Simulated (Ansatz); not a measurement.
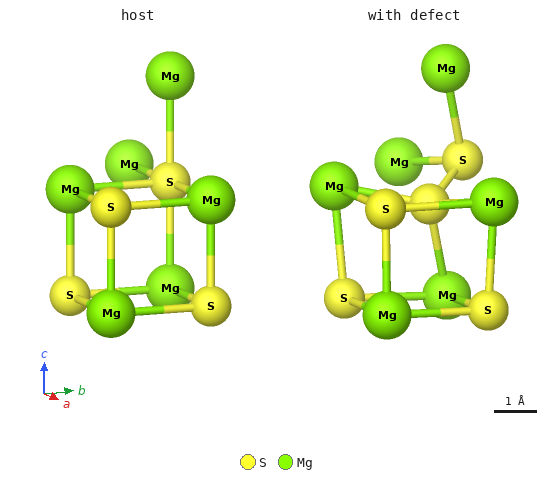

Left: perfect MgS. Right: the same region with one point defect, after relaxing the atoms in a supercell of 64 sites. A ball-and-stick model of the atoms within 3.8 Å of one point, seen slightly off an axis.

The calculation used Ansatz 0.2.0, DFT, PBEsol, PAW, plane waves. Settings: plane-wave cutoff 420 eV; k-point mesh 1 × 1 × 1; mesh shifted by (0.25, 0.25, 0.25); collinear spin. Fermi-Dirac smearing of 0.01 eV. A uniform background neutralises the charged cell. The axes drawn are those of the host's conventional cell.

Q: Which defect is it?

A: An extra sulfur atom is put between the host's atoms (an interstitial).

The charge state of the cell is +1.

Q: What does the relaxation do around it?

A: The S atom starts with 4 Mg at 2.24 Å, 4 S at 2.24 to 2.25 Å around its place and ends with 1 S at 1.99 Å, 2 Mg at 2.34 to 2.38 Å. Of the host's atoms, a sulfur atom moves furthest from its site, by 0.99 Å. The S atom itself moves 1.26 Å from where it was put. The cell's net moment is 1.00 μB.

Limits of the set-up: the cell is charged, on a uniform background, and energies carry no finite-size correction.
